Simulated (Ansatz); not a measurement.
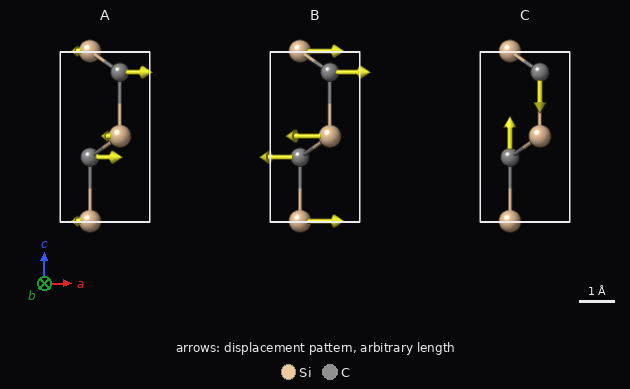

Modes of solid SiC relaxed at 18 GPa, space group P6₃mc (No. 186), at the zone centre (one member of each degenerate set). Displacements are drawn as yellow arrows; their common scale and sign are arbitrary. The picture is a ball-and-stick view of the cell of the calculation, seen along the b axis.

The calculation used Ansatz, DFT PBEsol, scalar-relativistic, plane waves, PAW.

Frequencies are those without the non-analytic (LO–TO) term.

### Give the symmetry species and the selection rules of each.

A is E₁, infrared- and Raman-active by symmetry (856 cm⁻¹). B is E₂, Raman-active by symmetry (249 cm⁻¹). C is B₁, silent by symmetry (neither infrared- nor Raman-active) (897 cm⁻¹).
